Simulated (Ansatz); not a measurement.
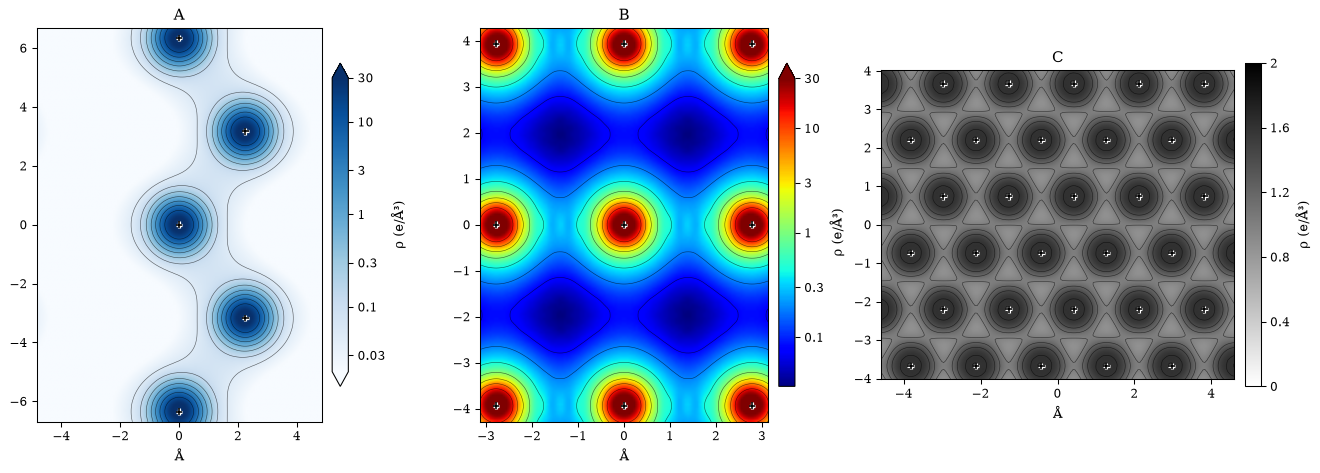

The valence electron density of 3 systems, each on a plane through atoms (crosses mark nuclei in the plane).

Theory: DFT, PBE, plane waves (420 eV) with PAW, scalar-relativistic in Ansatz.

System 1: Yb, the (101) plane of the conventional cell. Space group Fd-3m; set up as Yb, diamond; a generated structure, not necessarily the stable one; changed on purpose from its base cell (volume × 1.12); computed without spin polarisation; no Hubbard U on the f states and no spin–orbit coupling.

```
CELL_PARAMETERS angstrom
8.97616 0.00000 0.00000
0.00000 8.97616 0.00000
0.00000 0.00000 8.97616
ATOMIC_POSITIONS crystal
Yb 0.75000 0.25000 0.25000
Yb 0.25000 0.75000 0.25000
Yb 0.25000 0.25000 0.75000
Yb 0.75000 0.75000 0.75000
Yb 0.50000 0.00000 0.00000
Yb 0.00000 0.50000 0.00000
Yb 0.00000 0.00000 0.50000
Yb 0.50000 0.50000 0.50000
```

System 2: C, the (001) plane of the conventional cell. Space group P6₃/mmc; set up as C, hcp; a generated structure, not necessarily the stable one; changed on purpose from its base cell (volume × 0.96); computed pressure about 5 GPa in this cell.

```yaml
crystal:
  lattice:
    - [1.69625, 0.00000, 0.00000]
    - [-0.84812, 1.46899, 0.00000]
    - [0.00000, 0.00000, 8.08755]
  atoms:
    - { symbol: C, position: [0.33333, 0.66667, 0.25000] }
    - { symbol: C, position: [0.66667, 0.33333, 0.75000] }
```

System 3: Ge, the (011) plane of the conventional cell. Space group Pm-3m; set up as Ge, simple cubic; a generated structure, not necessarily the stable one; changed on purpose from its base cell (volume × 1.08); computed pressure about −4 GPa in this cell.

> Which map belongs to which system?

Panel A is system 1, Yb: the plane holds Yb. Yb–Yb (3.89 Å): ρ at the midpoint is about 0.07 e/Å³. Panel B is system 3, Ge: the plane holds Ge. Ge–Ge (2.78 Å): the density is about 0.32 e/Å³ at the midpoint, with its minimum of 0.25 e/Å³ about 1.2 Å from Ge. Panel C is system 2, C: the plane holds C. C–C (1.70 Å): ρ is about 1 e/Å³ halfway.
